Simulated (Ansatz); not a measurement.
# Band-structure calculation of SnSe2 (part 2 of 2)

Continued. System: SnSe2 (P-3m1, 3 atoms in the cell). Method: DFT, HSE06, plane waves, PAW, no spin polarisation (Ansatz 0.2.0); cutoff 420 eV, 6×6×4 k-mesh, fixed occupations. The structure was built on a prototype by a generator. The geometry comes from this level: r2scan-rvv10 (a point of a series of strains). It belongs to a series of runs on one base structure; here: hydrostatic strain +1.0%.

Geometry of the input (Å; fractional positions):
```
3.8634  0.0000  0.0000
-1.9317  3.3458  0.0000
0.0000  0.0000  6.2893
Sn 0.0000  0.0000  0.0000
Se 0.3333  0.6667  0.2491
Se 0.6667  0.3333  0.7509
```

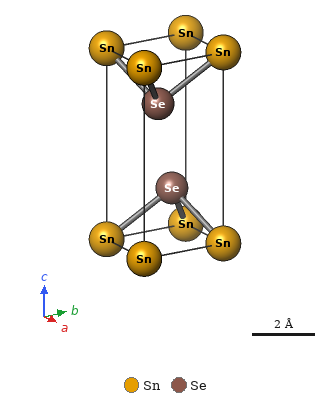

*The structure as given in the input (ball-and-stick view of the cell of the calculation, seen slightly off an axis). An atom can appear more than once, as a periodic image.*

### Output, continued
```
  k-point 1: bands = ["-43.6340", "-43.6340", "-43.6339", "-43.6339", "-43.6005", "-43.6005", "-43.6003", "-43.6003", "-43.5864", "-43.5863", "-16.4300", "-16.4300", "-16.3763", "-16.3666", "-16.3666", "-7.9945", "-6.4885", "0.8233", "5.6307", "6.1412", "6.1412", "6.6117", "6.6117", "9.3211", "10.6202", "12.2128", "12.2128"]
  k-point 2: bands = ["-43.6340", "-43.6340", "-43.6339", "-43.6339", "-43.6004", "-43.6004", "-43.6004", "-43.6004", "-43.5864", "-43.5863", "-16.4300", "-16.4300", "-16.3763", "-16.3666", "-16.3666", "-7.8998", "-6.6578", "1.3266", "4.7412", "6.1020", "6.1020", "6.6777", "6.6777", "9.8884", "10.5567", "12.0874", "12.0874"]
  k-point 23: bands = ["-43.6337", "-43.6337", "-43.6337", "-43.6337", "-43.6005", "-43.6005", "-43.6005", "-43.6003", "-43.5862", "-43.5862", "-16.4508", "-16.4508", "-16.3619", "-16.3619", "-16.3482", "-5.9400", "-5.9400", "-0.8563", "2.5509", "2.5509", "3.0637", "6.4238", "6.4238", "9.9517", "12.3709", "12.3709", "13.9483"]
```

### File bands.tsv
```
# k_distance	band_0	band_1	band_2	band_3	band_4	band_5	band_6	band_7	band_8	band_9	band_10	band_11	band_12	band_13	band_14	band_15	band_16	band_17	band_18	band_19	band_20	band_21	band_22	band_23	band_24	band_25	band_26
# fermi_ev = 6.789966
# lock_threshold_ev = 1e-6
# [0, 0, 0] at k_distance = 0.000000
# [0.5, 0, 0] at k_distance = 0.938965
# [0.3333333333, 0.3333333333, 0] at k_distance = 1.481077
# [0, 0, 0.5] at k_distance = 2.674832
# [0.5, 0, 0.5] at k_distance = 3.613797
# [0.3333333333, 0.3333333333, 0.5] at k_distance = 4.155909
# [-0.088542, 0.177083, 0] at k_distance = 5.249409
# [0, 0.460938, 0.338542] at k_distance = 5.966919
# levels_relative_to = fermi_ev
# free_energy_ev = -16970.486920
# largest_residual_norms_ev = 1.024e-4 1.042e-4 1.626e-4 1.302e-4 1.444e-4 1.069e-4 1.128e-4 1.089e-4 1.137e-4 1.044e-4 1.037e-4 1.276e-4 1.528e-4 1.542e-4 1.671e-4 2.714e-4 2.718e-4 5.421e-4 1.184e-3 7.310e-4 7.604e-4 1.058e-3 1.148e-3 1.286e-3 1.019e-3 1.177e-3 1.069e-3
0.000000	-50.423939	-50.423939	-50.423904	-50.423904	-50.390528	-50.390528	-50.390206	-50.390206	-50.376422	-50.376194	-23.219974	-23.219974	-23.166319	-23.156538	-23.156538	-14.862989	-13.121062	-6.367483	-0.595852	-0.595852	-0.257376	-0.257376	-0.076059	1.710193	3.845270	5.555274	5.555274
0.938965	-50.423833	-50.423792	-50.423597	-50.423564	-50.390515	-50.390479	-50.390328	-50.390273	-50.376218	-50.376158	-23.273985	-23.204799	-23.174283	-23.134989	-23.134084	-13.190216	-12.664074	-7.485962	-4.552524	-2.944405	-2.610368	-1.103558	-0.225827	1.773671	4.659787	6.351757	6.388434
1.481077	-50.423687	-50.423687	-50.423660	-50.423640	-50.390545	-50.390436	-50.390436	-50.390198	-50.376178	-50.376178	-23.240664	-23.240664	-23.151841	-23.151841	-23.138252	-12.741837	-12.741837	-7.714669	-3.735581	-3.735581	-3.373763	-1.466374	-1.466374	2.093880	7.439201	7.439201	8.144385
2.674832	-50.423938	-50.423938	-50.423905	-50.423905	-50.390375	-50.390375	-50.390355	-50.390355	-50.376359	-50.376262	-23.219979	-23.219979	-23.166220	-23.156545	-23.156545	-14.689773	-13.447744	-5.463389	-2.048720	-0.687960	-0.687960	-0.112284	-0.112284	3.098465	3.766777	5.297464	5.297464
3.613797	-50.423825	-50.423801	-50.423632	-50.423533	-50.390495	-50.390432	-50.390375	-50.390298	-50.376194	-50.376175	-23.274126	-23.204822	-23.174314	-23.134910	-23.134085	-13.096745	-12.741846	-7.613119	-4.989889	-2.443860	-2.047744	-0.773887	-0.593083	1.449717	5.113692	5.735760	6.751310
4.155909	-50.423688	-50.423688	-50.423686	-50.423620	-50.390446	-50.390436	-50.390436	-50.390300	-50.376172	-50.376172	-23.240757	-23.240757	-23.151852	-23.151852	-23.138173	-12.729998	-12.729998	-7.646274	-4.239100	-4.239100	-3.726258	-0.366144	-0.366144	3.161773	5.580897	5.580897	7.158328
5.249409	-50.423909	-50.423898	-50.423862	-50.423839	-50.390525	-50.390505	-50.390240	-50.390216	-50.376390	-50.376185	-23.230266	-23.215323	-23.161442	-23.159787	-23.153238	-14.622307	-12.973589	-6.333602	-2.275443	-1.901047	-0.631291	-0.414012	0.033717	2.928903	4.937687	5.071527	6.068325
5.966919	-50.423833	-50.423797	-50.423633	-50.423543	-50.390507	-50.390448	-50.390357	-50.390285	-50.376207	-50.376167	-23.273254	-23.204894	-23.174077	-23.135396	-23.134587	-13.176149	-12.708353	-7.562249	-4.809756	-2.465545	-2.270671	-0.818958	-0.503769	1.365501	5.092155	6.332022	6.841492
```

### File rho_z.tsv
```
# z_ang	rho[e/angstrom^3]
# format = ansatz-planar-average/11
# lattice	3.863400823	0.000000000	0.000000000
# lattice	-1.931700412	3.345803258	0.000000000
# lattice	0.000000000	0.000000000	6.289349855
# sites	3
# site	50	0.000000000	0.000000000	0.000000000
# site	34	-0.000000000	2.230535505	1.566604488
# site	34	1.931700412	1.115267753	4.722745367
0.000000	1.041405e0
0.139763	9.697668e-1
0.279527	7.941349e-1
0.419290	5.975965e-1
0.559053	4.480294e-1
0.698817	3.665109e-1
0.838580	3.481523e-1
0.978343	3.995443e-1
1.118107	5.565428e-1
1.257870	8.660321e-1
1.397633	1.272704e0
1.537397	1.524985e0
1.677160	1.395736e0
1.816923	9.918831e-1
1.956687	6.000968e-1
2.096450	3.550077e-1
2.236213	2.271059e-1
2.375977	1.584735e-1
2.515740	1.141467e-1
2.655503	8.132416e-2
2.795267	5.890747e-2
2.935030	4.508626e-2
3.074793	3.858702e-2
3.214557	3.858702e-2
3.354320	4.508626e-2
3.494083	5.890747e-2
3.633847	8.132416e-2
3.773610	1.141467e-1
3.913373	1.584735e-1
4.053137	2.271059e-1
4.192900	3.550077e-1
4.332663	6.000968e-1
4.472427	9.918831e-1
4.612190	1.395736e0
4.751953	1.524985e0
4.891717	1.272704e0
5.031480	8.660321e-1
5.171243	5.565428e-1
5.311007	3.995443e-1
5.450770	3.481523e-1
5.590533	3.665109e-1
5.730297	4.480294e-1
5.870060	5.975965e-1
6.009823	7.941349e-1
6.149587	9.697668e-1
```

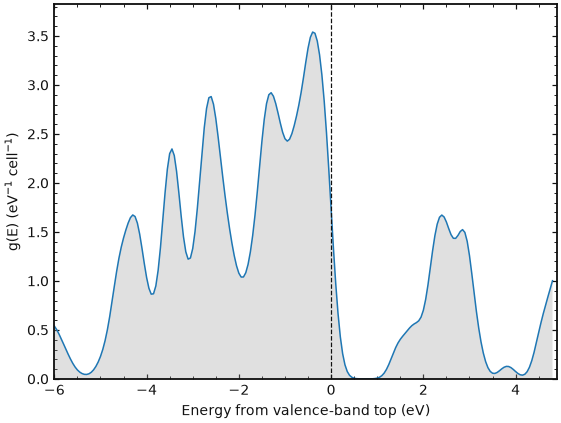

*Density of states (the curve is built from the levels of the k mesh with Gaussians 0.4 eV wide, which also blur the band edges), with energies from the valence-band top.*

There is a gap of 1.45 eV on the k-point mesh. Small ripples come from the finite k-point mesh.

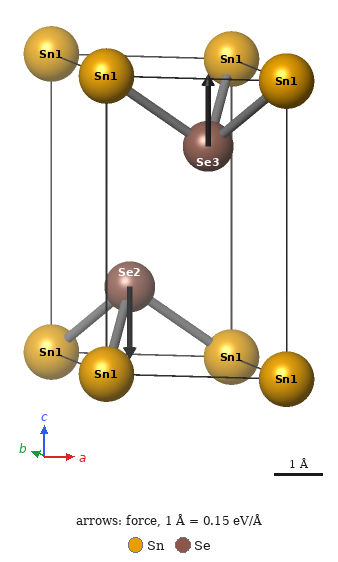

*Forces on the atoms as black arrows (ball-and-stick view of the cell of the calculation, seen slightly off an axis; atoms are numbered from 1 in the order of the input).*

The largest act on Se2, Se3 (0.23 eV/Å). The geometry is not a stationary point of this energy.

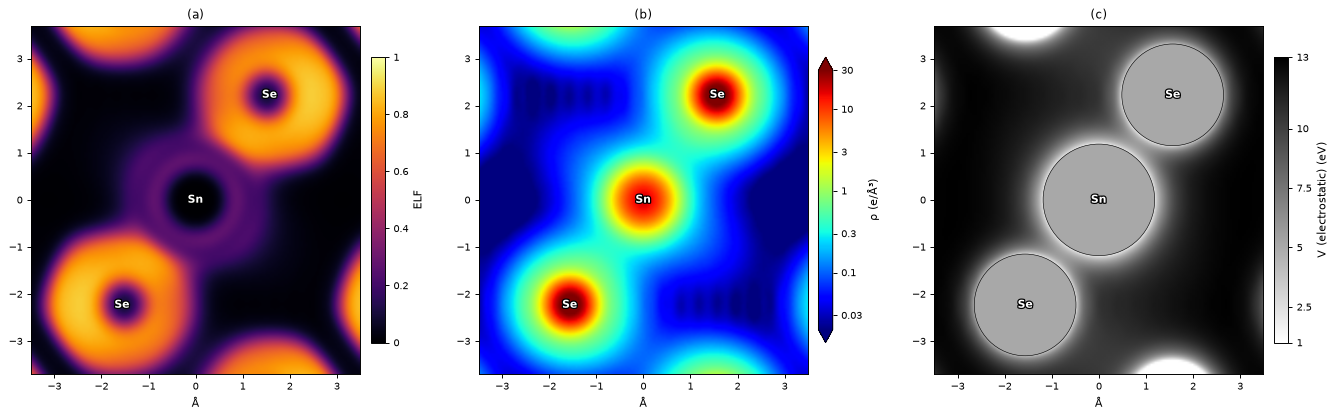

*(a) ELF; (b) valence charge density (pseudo); (c) electrostatic potential energy of an electron on the (110) plane of the conventional cell. Grey discs, where drawn, cover atomic cores.*

Sn–Se (2.73 Å): the density is about 0.39 e/Å³ at the midpoint; the ELF is about 0.65 at the midpoint. Away from the nuclei the density in this plane falls to 0.007 e/Å³ at its lowest. Outside the cores the potential energy rises away from the atoms and is highest about 2.5 Å from the nearest atoms; outside the discs it spans about 11 eV, and its zero is arbitrary. Core electrons are frozen (PAW), so the fields are smoothed inside the atomic spheres.

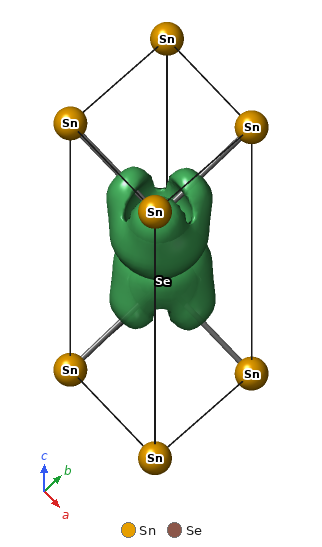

*Isosurface of the electron localisation function at 0.75 (green), seen at an oblique angle. Core shells and regions of very low density are left out. Sticks mark near contacts. The outline is the cell set on symmetry axes.*

Profiles from the grid: Sn–Se (2.73 Å): the ELF is about 0.65 at the midpoint.

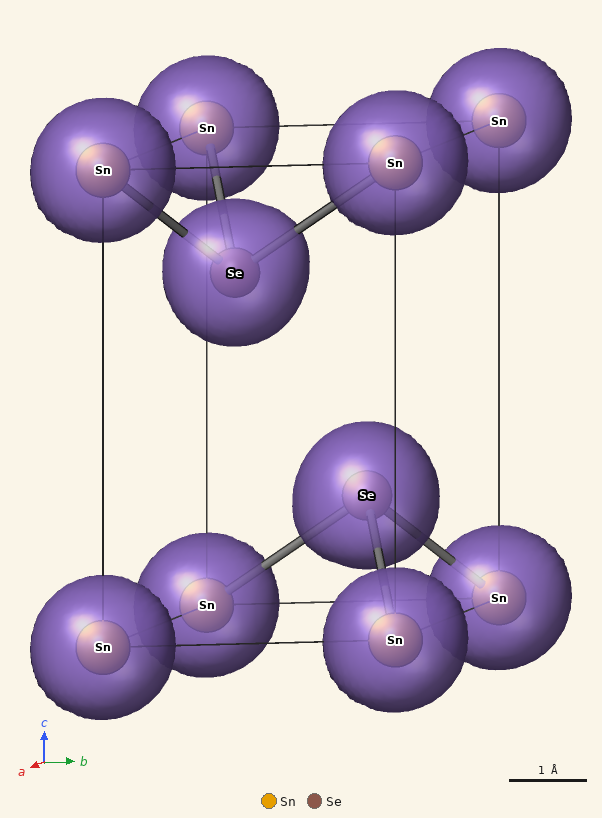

*Isosurface of the valence pseudo-density at 0.6 e/Å³ (purple), seen slightly off an axis. Sticks mark near contacts. The outline is the cell set on symmetry axes.*

At this value the density breaks into separate islands; it holds about 75 % of the electrons treated as valence (semicore included). It is pinched off along the Sn–Se (2.73 Å) contacts. On the grid the lowest density along these lines, outside the cores, is 0.38 e/Å³ (Sn–Se, 2.73 Å).

### Summary

```json
{"quantity": "outcome", "value": "converged"}
{"quantity": "space group (tolerance 0.01 Å)", "value": "P-3m1 (164)"}
{"quantity": "electrons treated", "value": "46"}
{"quantity": "free energy", "value": "−16970.4869 eV"}
{"quantity": "Fermi energy", "value": "6.790 eV"}
{"quantity": "gap on the k-point mesh", "value": "1.45 eV"}
{"quantity": "pressure", "value": "−1.00 GPa"}
{"quantity": "largest force (length of the vector)", "value": "0.230 eV/Å"}
{"quantity": "wall time", "value": "44 s (CPU time 68 s)"}
{"quantity": "peak memory", "value": "2.9 GiB"}
```

### Notes

Warnings of the run: the exchange loop's threshold is looser than advised for the stress; the SCF threshold is looser than advised for the printed stress.
